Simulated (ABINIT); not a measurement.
# Geometry relaxation of Ti (part 2 of 3)

Ti (P6₃/mmc, 2 atoms in the cell); Kohn-Sham DFT of a periodic cell, PBE with D3, JTH PAW PBE v2.0, no spin polarisation (ABINIT 10.8.3); cutoff 408.17 eV, 10×10×6 k-mesh, fermi-dirac of 0.05 eV. The structure derives from an entry of the Crystallography Open Database.

Geometry of the input (Å; fractional positions):
```
2.9500  0.0000  0.0000
-1.4750  2.5548  0.0000
0.0000  0.0000  4.6800
Ti 0.6667  0.3333  0.7500
Ti 0.3333  0.6667  0.2500
```

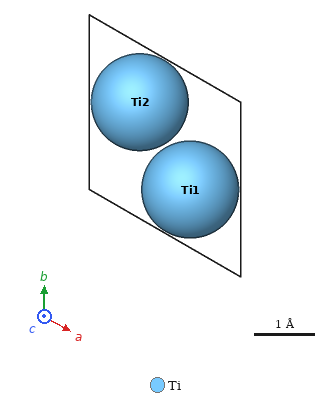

**Figure 1.** The input geometry (spheres-only view of the cell of the calculation, along the c axis; atoms are numbered from 1 in the order of the input).

Log, continued
```
 At SCF step    8       nres2   =  8.65E-10 < tolvrs=  1.00E-09 =>converged.

 Cartesian components of stress tensor (hartree/bohr^3)
  sigma(1 1)=  1.25705406E-04  sigma(3 2)=  0.00000000E+00
  sigma(2 2)=  1.25705405E-04  sigma(3 1)=  0.00000000E+00
  sigma(3 3)=  1.44207427E-04  sigma(2 1)=  0.00000000E+00

--- !ResultsGS
iteration_state: {dtset: 1, itime: 2, icycle: 1, }
comment   : Summary of ground state results
lattice_vectors:
- [  5.5356525,   0.0000000,   0.0000000, ]
- [ -2.7678262,   4.7940157,   0.0000000, ]
- [  0.0000000,   0.0000000,   8.7766230, ]
lattice_lengths: [   5.53565,    5.53565,    8.77662, ]
lattice_angles: [ 90.000,  90.000, 120.000, ] # degrees, (23, 13, 12)
lattice_volume:   2.3291406E+02
convergence: {deltae: -8.691E-11, res2:  8.648E-10, residm:  2.569E-04, diffor: null, }
etotal    :  -1.17333641E+02
entropy   :   0.00000000E+00
fermie    :   2.85410736E-01
cartesian_stress_tensor: # hartree/bohr^3
- [  1.25705406E-04,   0.00000000E+00,   0.00000000E+00, ]
- [  0.00000000E+00,   1.25705405E-04,   0.00000000E+00, ]
- [  0.00000000E+00,   0.00000000E+00,   1.44207427E-04, ]
pressure_GPa:  -3.8798E+00
xred      :
- [  6.6667E-01,   3.3333E-01,   7.5000E-01, Ti]
- [  3.3333E-01,   6.6667E-01,   2.5000E-01, Ti]
cartesian_forces: # hartree/bohr
- [  2.43209381E-28,  -1.96583803E-28,  -0.00000000E+00, ]
- [ -2.43209381E-28,   1.96583803E-28,  -0.00000000E+00, ]
force_length_stats: {min:   3.12723512E-28, max:   3.12723512E-28, mean:   3.12723512E-28, }
...

 Integrated electronic density in atomic spheres:
 ------------------------------------------------
 Atom  Sphere_radius  Integrated_density
    1        2.30803         10.17197938
    2        2.30803         10.17197938

---OUTPUT-----------------------------------------------------------------------

 Cartesian coordinates (xcart) [bohr]
  2.76782623178984E+00  1.59800522001643E+00  6.58246723443301E+00
  2.31376539213717E-17  3.19601044003286E+00  2.19415574481100E+00
 Reduced coordinates (xred)
  6.66666666666666E-01  3.33333333333333E-01  7.50000000000000E-01
  3.33333333333333E-01  6.66666666666666E-01  2.50000000000000E-01
 Cartesian forces (fcart) [Ha/bohr]; max,rms= 2.43209E-28 1.80551E-28 (free atoms)
  2.43209381447798E-28 -1.96583802584897E-28 -0.00000000000000E+00
 -2.43209381447798E-28  1.96583802584897E-28 -0.00000000000000E+00
 Gradient of E wrt nuclear positions in reduced coordinates (gred)
 -1.34632261157719E-27  1.61558713389263E-27 -0.00000000000000E+00
  1.34632261157719E-27 -1.61558713389263E-27 -0.00000000000000E+00
 Scale of Primitive Cell (acell) [bohr]
  5.53565246357968E+00  5.53565246363803E+00  8.77662297924402E+00
 Real space primitive translations (rprimd) [bohr]
  5.53565246357968E+00  0.00000000000000E+00  0.00000000000000E+00
 -2.76782623178984E+00  4.79401566004930E+00  0.00000000000000E+00
  0.00000000000000E+00  0.00000000000000E+00  8.77662297924402E+00
 Unitary Cell Volume (ucvol) [Bohr^3]=  2.32914060986792E+02
 Angles (23,13,12)= [degrees]
  9.00000000000000E+01  9.00000000000000E+01  1.19999999999651E+02
 Lengths [Bohr]
  5.53565246357968E+00  5.53565246363803E+00  8.77662297924402E+00
 Stress tensor in cartesian coordinates (strten) [Ha/bohr^3]
  1.25705406051935E-04  0.00000000000000E+00  0.00000000000000E+00
  0.00000000000000E+00  1.25705405414320E-04  0.00000000000000E+00
  0.00000000000000E+00  0.00000000000000E+00  1.44207427160096E-04
 Total energy (etotal) [Ha]= -1.17333640535591E+02

 Difference of energy with previous step (new-old):
           Absolute (Ha)=-8.78338E-04
           Relative     =-7.48584E-06

--- Iteration: ( 3/60) Internal Cycle: (1/1)
--------------------------------------------------------------------------------

---SELF-CONSISTENT-FIELD CONVERGENCE--------------------------------------------

--- !BeginCycle
iteration_state: {dtset: 1, itime: 3, icycle: 1, }
solver: {iscf: 17, nstep: 100, nline: 4, wfoptalg: 10, }
tolerances: {tolvrs: 1.00E-09, }
...

     iter   Etot(hartree)      deltaE(h)  residm     nres2
 ETOT  1  -117.36422091841    -1.174E+02 9.761E+07 8.939E+00
 ETOT  2  -117.34150132435     2.272E-02 1.446E+04 2.050E+00
 ETOT  3  -117.33402983683     7.471E-03 1.915E+03 4.352E-02
 ETOT  4  -117.33415011649    -1.203E-04 8.279E+01 1.030E-03
 ETOT  5  -117.33415146240    -1.346E-06 9.057E-01 2.372E-05
 ETOT  6  -117.33415149567    -3.327E-08 6.903E-03 9.382E-07
 ETOT  7  -117.33415149653    -8.599E-10 7.987E-04 2.804E-08
 ETOT  8  -117.33415149678    -2.512E-10 4.757E-05 9.553E-10

 At SCF step    8       nres2   =  9.55E-10 < tolvrs=  1.00E-09 =>converged.

 Cartesian components of stress tensor (hartree/bohr^3)
  sigma(1 1)= -4.80897287E-05  sigma(3 2)=  0.00000000E+00
  sigma(2 2)= -4.80897294E-05  sigma(3 1)=  0.00000000E+00
  sigma(3 3)= -3.54663246E-05  sigma(2 1)=  0.00000000E+00

--- !ResultsGS
iteration_state: {dtset: 1, itime: 3, icycle: 1, }
comment   : Summary of ground state results
lattice_vectors:
- [  5.4549302,   0.0000000,   0.0000000, ]
- [ -2.7274651,   4.7241081,   0.0000000, ]
- [  0.0000000,   0.0000000,   8.6337262, ]
lattice_lengths: [   5.45493,    5.45493,    8.63373, ]
lattice_angles: [ 90.000,  90.000, 120.000, ] # degrees, (23, 13, 12)
lattice_volume:   2.2248836E+02
convergence: {deltae: -2.512E-10, res2:  9.553E-10, residm:  4.757E-05, diffor: null, }
etotal    :  -1.17334151E+02
entropy   :   0.00000000E+00
fermie    :   3.02985338E-01
cartesian_stress_tensor: # hartree/bohr^3
- [ -4.80897287E-05,   0.00000000E+00,   0.00000000E+00, ]
- [  0.00000000E+00,  -4.80897294E-05,   0.00000000E+00, ]
- [  0.00000000E+00,   0.00000000E+00,  -3.54663246E-05, ]
pressure_GPa:   1.2911E+00
xred      :
- [  6.6667E-01,   3.3333E-01,   7.5000E-01, Ti]
- [  3.3333E-01,   6.6667E-01,   2.5000E-01, Ti]
cartesian_forces: # hartree/bohr
- [ -1.57957378E-27,  -4.10385307E-27,  -6.09131280E-32, ]
- [  1.57957378E-27,   4.10385307E-27,   6.09131280E-32, ]
force_length_stats: {min:   4.39734730E-27, max:   4.39734730E-27, mean:   4.39734730E-27, }
...

 Integrated electronic density in atomic spheres:
 ------------------------------------------------
 Atom  Sphere_radius  Integrated_density
    1        2.30803         10.23071412
    2        2.30803         10.23071412

---OUTPUT-----------------------------------------------------------------------

 Cartesian coordinates (xcart) [bohr]
  2.72746509700808E+00  1.57470270798505E+00  6.47529465844034E+00
  1.07608156494482E-16  3.14940541597011E+00  2.15843155281345E+00
 Reduced coordinates (xred)
  6.66666666666666E-01  3.33333333333333E-01  7.50000000000000E-01
  3.33333333333333E-01  6.66666666666666E-01  2.50000000000000E-01
 Cartesian forces (fcart) [Ha/bohr]; max,rms= 4.10385E-27 2.53881E-27 (free atoms)
 -1.57957378144746E-27 -4.10385306559838E-27 -6.09131280375601E-32
  1.57957378144746E-27  4.10385306559838E-27  6.09131280375601E-32
 Gradient of E wrt nuclear positions in reduced coordinates (gred)
  8.61646471409404E-27  1.50788132496646E-26  5.25907270147341E-31
 -8.61646471409404E-27 -1.50788132496646E-26 -5.25907270147341E-31
 Scale of Primitive Cell (acell) [bohr]
  5.45493019401616E+00  5.45493019407366E+00  8.63372621125379E+00
 Real space primitive translations (rprimd) [bohr]
  5.45493019401616E+00  0.00000000000000E+00  0.00000000000000E+00
 -2.72746509700808E+00  4.72410812395516E+00  0.00000000000000E+00
  0.00000000000000E+00  0.00000000000000E+00  8.63372621125379E+00
 Unitary Cell Volume (ucvol) [Bohr^3]=  2.22488362061522E+02
 Angles (23,13,12)= [degrees]
  9.00000000000000E+01  9.00000000000000E+01  1.19999999999651E+02
 Lengths [Bohr]
  5.45493019401616E+00  5.45493019407366E+00  8.63372621125379E+00
 Stress tensor in cartesian coordinates (strten) [Ha/bohr^3]
 -4.80897287431295E-05  0.00000000000000E+00  0.00000000000000E+00
  0.00000000000000E+00 -4.80897294366789E-05  0.00000000000000E+00
  0.00000000000000E+00  0.00000000000000E+00 -3.54663246423734E-05
 Total energy (etotal) [Ha]= -1.17334151496779E+02

 Difference of energy with previous step (new-old):
           Absolute (Ha)=-5.10961E-04
           Relative     =-4.35476E-06

--- Iteration: ( 4/60) Internal Cycle: (1/1)
--------------------------------------------------------------------------------

---SELF-CONSISTENT-FIELD CONVERGENCE--------------------------------------------

--- !BeginCycle
iteration_state: {dtset: 1, itime: 4, icycle: 1, }
solver: {iscf: 17, nstep: 100, nline: 4, wfoptalg: 10, }
tolerances: {tolvrs: 1.00E-09, }
...

     iter   Etot(hartree)      deltaE(h)  residm     nres2
 ETOT  1  -117.33426492530    -1.173E+02 2.094E-05 2.406E-02
 ETOT  2  -117.33418831779     7.661E-05 6.565E-05 5.032E-03
 ETOT  3  -117.33417094923     1.737E-05 4.611E-06 9.978E-05
 ETOT  4  -117.33417129135    -3.421E-07 4.344E-05 3.971E-06
 ETOT  5  -117.33417129555    -4.200E-09 3.883E-06 5.850E-08
 ETOT  6  -117.33417129586    -3.140E-10 3.584E-05 3.992E-09
 ETOT  7  -117.33417129584     1.853E-11 3.320E-06 9.563E-11

 At SCF step    7       nres2   =  9.56E-11 < tolvrs=  1.00E-09 =>converged.

 Cartesian components of stress tensor (hartree/bohr^3)
  sigma(1 1)= -3.77583906E-05  sigma(3 2)=  0.00000000E+00
  sigma(2 2)= -3.77583913E-05  sigma(3 1)=  0.00000000E+00
  sigma(3 3)= -2.61093547E-05  sigma(2 1)=  0.00000000E+00

--- !ResultsGS
iteration_state: {dtset: 1, itime: 4, icycle: 1, }
comment   : Summary of ground state results
lattice_vectors:
- [  5.4598336,   0.0000000,   0.0000000, ]
- [ -2.7299168,   4.7283546,   0.0000000, ]
- [  0.0000000,   0.0000000,   8.6390562, ]
lattice_lengths: [   5.45983,    5.45983,    8.63906, ]
lattice_angles: [ 90.000,  90.000, 120.000, ] # degrees, (23, 13, 12)
lattice_volume:   2.2302613E+02
convergence: {deltae:  1.853E-11, res2:  9.563E-11, residm:  3.320E-06, diffor: null, }
etotal    :  -1.17334171E+02
entropy   :   0.00000000E+00
fermie    :   3.02043939E-01
cartesian_stress_tensor: # hartree/bohr^3
- [ -3.77583906E-05,   0.00000000E+00,   0.00000000E+00, ]
- [  0.00000000E+00,  -3.77583913E-05,   0.00000000E+00, ]
- [  0.00000000E+00,   0.00000000E+00,  -2.61093547E-05, ]
pressure_GPa:   9.9665E-01
xred      :
- [  6.6667E-01,   3.3333E-01,   7.5000E-01, Ti]
- [  3.3333E-01,   6.6667E-01,   2.5000E-01, Ti]
cartesian_forces: # hartree/bohr
- [ -4.93173494E-29,   8.54201548E-29,  -0.00000000E+00, ]
- [  4.93173494E-29,  -8.54201548E-29,  -0.00000000E+00, ]
force_length_stats: {min:   9.86346987E-29, max:   9.86346987E-29, mean:   9.86346987E-29, }
...

 Integrated electronic density in atomic spheres:
 ------------------------------------------------
 Atom  Sphere_radius  Integrated_density
    1        2.30803         10.22778099
    2        2.30803         10.22778099

---OUTPUT-----------------------------------------------------------------------

 Cartesian coordinates (xcart) [bohr]
  2.72991681227943E+00  1.57611820645696E+00  6.47929213364855E+00
  3.29581663458529E-17  3.15223641291393E+00  2.15976404454952E+00
 Reduced coordinates (xred)
  6.66666666666666E-01  3.33333333333333E-01  7.50000000000000E-01
  3.33333333333333E-01  6.66666666666666E-01  2.50000000000000E-01
 Cartesian forces (fcart) [Ha/bohr]; max,rms= 8.54202E-29 5.69468E-29 (free atoms)
 -4.93173493610246E-29  8.54201547867186E-29 -0.00000000000000E+00
  4.93173493610246E-29 -8.54201547867186E-29 -0.00000000000000E+00
 Gradient of E wrt nuclear positions in reduced coordinates (gred)
  2.69264522315439E-28 -5.38529044630877E-28 -0.00000000000000E+00
 -2.69264522315439E-28  5.38529044630877E-28 -0.00000000000000E+00
 Scale of Primitive Cell (acell) [bohr]
  5.45983362455886E+00  5.45983362461641E+00  8.63905617819807E+00
 Real space primitive translations (rprimd) [bohr]
  5.45983362455886E+00  0.00000000000000E+00  0.00000000000000E+00
 -2.72991681227943E+00  4.72835461937090E+00  0.00000000000000E+00
  0.00000000000000E+00  0.00000000000000E+00  8.63905617819807E+00
 Unitary Cell Volume (ucvol) [Bohr^3]=  2.23026129491311E+02
 Angles (23,13,12)= [degrees]
  9.00000000000000E+01  9.00000000000000E+01  1.19999999999651E+02
 Lengths [Bohr]
  5.45983362455886E+00  5.45983362461641E+00  8.63905617819807E+00
 Stress tensor in cartesian coordinates (strten) [Ha/bohr^3]
 -3.77583906341836E-05  0.00000000000000E+00  0.00000000000000E+00
  0.00000000000000E+00 -3.77583913246902E-05  0.00000000000000E+00
  0.00000000000000E+00  0.00000000000000E+00 -2.61093546838308E-05
 Total energy (etotal) [Ha]= -1.17334171295844E+02

 Difference of energy with previous step (new-old):
           Absolute (Ha)=-1.97991E-05
           Relative     =-1.68741E-07

--- Iteration: ( 5/60) Internal Cycle: (1/1)
--------------------------------------------------------------------------------

---SELF-CONSISTENT-FIELD CONVERGENCE--------------------------------------------

--- !BeginCycle
iteration_state: {dtset: 1, itime: 5, icycle: 1, }
solver: {iscf: 17, nstep: 100, nline: 4, wfoptalg: 10, }
tolerances: {tolvrs: 1.00E-09, }
...

     iter   Etot(hartree)      deltaE(h)  residm     nres2
 ETOT  1  -117.33417421348    -1.173E+02 2.640E-05 3.652E-04
 ETOT  2  -117.33417325613     9.574E-07 2.548E-06 2.823E-05
 ETOT  3  -117.33417319066     6.547E-08 1.433E-05 2.424E-06
 ETOT  4  -117.33417318513     5.525E-09 2.243E-06 5.296E-08
 ETOT  5  -117.33417318547    -3.359E-10 1.097E-05 1.857E-09
 ETOT  6  -117.33417318547    -5.457E-12 1.934E-06 4.041E-10

 At SCF step    6       nres2   =  4.04E-10 < tolvrs=  1.00E-09 =>converged.

 Cartesian components of stress tensor (hartree/bohr^3)
  sigma(1 1)= -3.65759725E-05  sigma(3 2)=  0.00000000E+00
  sigma(2 2)= -3.65759732E-05  sigma(3 1)=  0.00000000E+00
  sigma(3 3)= -2.62685069E-05  sigma(2 1)=  0.00000000E+00

--- !ResultsGS
iteration_state: {dtset: 1, itime: 5, icycle: 1, }
comment   : Summary of ground state results
lattice_vectors:
- [  5.4608598,   0.0000000,   0.0000000, ]
- [ -2.7304299,   4.7292433,   0.0000000, ]
- [  0.0000000,   0.0000000,   8.6372508, ]
lattice_lengths: [   5.46086,    5.46086,    8.63725, ]
lattice_angles: [ 90.000,  90.000, 120.000, ] # degrees, (23, 13, 12)
lattice_volume:   2.2306334E+02
convergence: {deltae: -5.457E-12, res2:  4.041E-10, residm:  1.934E-06, diffor: null, }
etotal    :  -1.17334173E+02
entropy   :   0.00000000E+00
fermie    :   3.01981970E-01
cartesian_stress_tensor: # hartree/bohr^3
- [ -3.65759725E-05,   0.00000000E+00,   0.00000000E+00, ]
- [  0.00000000E+00,  -3.65759732E-05,   0.00000000E+00, ]
- [  0.00000000E+00,   0.00000000E+00,  -2.62685069E-05, ]
pressure_GPa:   9.7502E-01
xred      :
- [  6.6667E-01,   3.3333E-01,   7.5000E-01, Ti]
- [  3.3333E-01,   6.6667E-01,   2.5000E-01, Ti]
cartesian_forces: # hartree/bohr
- [  0.00000000E+00,   7.11700864E-30,  -0.00000000E+00, ]
- [  0.00000000E+00,  -7.11700864E-30,  -0.00000000E+00, ]
force_length_stats: {min:   7.11700864E-30, max:   7.11700864E-30, mean:   7.11700864E-30, }
...

 Integrated electronic density in atomic spheres:
 ------------------------------------------------
 Atom  Sphere_radius  Integrated_density
    1        2.30803         10.22787149
    2        2.30803         10.22787149

---OUTPUT-----------------------------------------------------------------------
```
